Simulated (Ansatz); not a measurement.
Consider IrCl2 (1T sheet).

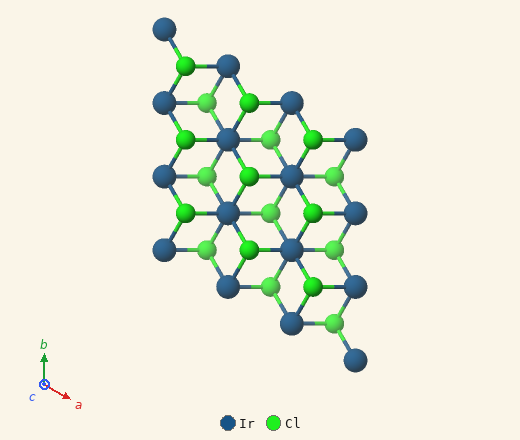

The structure (iridium blue, chlorine green). 3×3×1 cells are drawn. Some periodic images of atoms are drawn too.

The cell holds 3 atoms: 1 Ir and 2 Cl. Cell: a = 3.624 Å, b = 3.624 Å, c = 30.112 Å, α = 90.0°, β = 90.0°, γ = 120.0°. Vacuum lies along c.

```
Ir Cl
1.0
     0.00000    2.56291    2.56291
     2.56291   -2.56291    0.00000
    17.38504   17.38504  -17.38504
Ir Cl
1 2
Direct
  0.00000 0.00000 0.31808
  0.33333 0.66667 0.35687
  0.66667 0.33333 0.27929
```

The structure was relaxed with LDA. The structure was generated from a model, not taken from a measurement. The runs that relaxed it are not among those shown. The program's search for lower electronic states was switched off, so nothing shows that the state found is the lowest. Spin-orbit coupling is left out unless a run names it. PAW set soft_2, made with PBE.

A constrained-RPA run (Ansatz 0.2.0; non-magnetic LDA; Ir d, bands v4 to c1, 6×6×1 mesh, medium accuracy) builds 5 functions on bands 3.9 eV wide, with 7.0 electrons in the window. The bare on-site interaction is 11.3 eV and the bare J 0.39 eV.

What U and J survive the screening?

On the Ir d shell, U = 3.95 eV (35 % of the bare value), U′ = 3.34 eV, J = 0.27 eV.

The parent state is non-magnetic and the interaction static (zero frequency); U depends on the window and the orbitals, so it belongs to this model alone. Spin-orbit coupling, which is strong for atoms this heavy, is left out.

[Paths, hosts, dates, memory and timing lines, banners, echoed tables and standing remarks are left out of the program output.]

[Logs are printed without paths, hosts, clocks, repeated set-up lines and the standing remarks that a program may print on its own settings, such as how far it seeks lower states.]

[Runs of the session that timed out or met a known fault of the program may be left out.]

[Hosts, paths, dates, database ids (printed as entryN), source tags and the programs' standing remarks are cut or masked in the printed files.]
